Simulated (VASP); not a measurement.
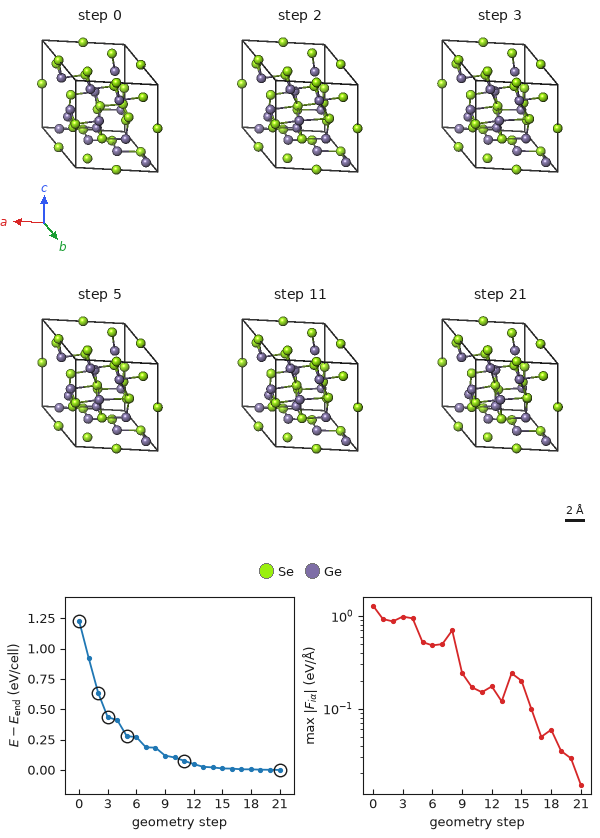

Frames of a relaxation of a defect cell of composition Ge$_{15}$Se$_{17}$, marked on the history of the run. A ball-and-stick model of the cell of the calculation (origin shifted), seen from a free direction.

The run lets the atoms move in a fixed cell. The atoms of the start lie slightly off their symmetric places, so part of the fall in energy undoes that.

All numbers below come from Kohn-Sham DFT of a periodic cell, PBE, VASP PAW PBE potentials, recommended in VASP 6.6.1.

Input
```
SYSTEM = Ge15Se17
PREC = Normal
ENCUT = 450
EDIFF = 1E-6
ISMEAR = 0
SIGMA = 0.01
LREAL = Auto
LASPH = .TRUE.
NELM = 150
ALGO = Normal
ISIF = 2
LWAVE = .FALSE.
LCHARG = .FALSE.
ISPIN = 2
MAGMOM = 0.25 0 0 0 0 0 0 0 0.25 0 0 0 0 0.25 0.25 0 0 0 0 0 0 0 0 0 0 0 0 0 0 0 0 0
LORBIT = 11
GGA = PE
IBRION = 2
NSW = 70
EDIFFG = -0.025
AMIX = 0.2
BMIX = 1E-4
AMIX_MAG = 0.8
BMIX_MAG = 1E-4
ICORELEVEL = 1
NELECT = 313.0
ISYM = 0
LUSENCCL = .FALSE.
```

Launched with:
```bash
cat potpaw_PBE.64/Se/POTCAR potpaw_PBE.64/Ge_d/POTCAR > POTCAR
mpirun -np 1 vasp_std > vasp.out
```

Question: Describe the path.

Answer: A Se atom moves most: 0.60 Å roughly along [2 1 0]. Largest moves by element: Se 0.60 Å, Ge 0.21 Å. The lattice vectors keep their values. Among the contacts that change: Ge–Se 3.433 → 2.677 Å, Se–Se 2.593 → 3.337 Å, Ge–Se 3.353 → 2.682 Å, Se–Se 2.504 → 3.096 Å. New bonds form, among them: Ge–Se (3.35 → 2.68 Å), Ge–Se (3.43 → 2.68 Å). Bond angles that change, for instance: Ge–Se–Ge 102.9° → 90.2°, Ge–Se–Ge 102.9° → 90.6°, Ge–Se–Ge 102.9° → 92.6°. Over 21 geometry steps the energy falls by 1.230 eV per cell of the calculation. Largest force component: 1.3 eV/Å at the start, 0.015 eV/Å at the end. From step 0 to 2: a Se atom moves most (0.30 Å), energy −0.594 eV per cell of the calculation. From step 2 to 3: a Se atom moves most (0.09 Å), energy −0.201 eV per cell of the calculation. From step 3 to 5: a Se atom moves most (0.12 Å), energy −0.157 eV per cell of the calculation. From step 5 to 11: a Se atom moves most (0.15 Å), energy −0.203 eV per cell of the calculation. From step 11 to 21: a Se atom moves most (0.17 Å), energy −75.7 meV per cell of the calculation.
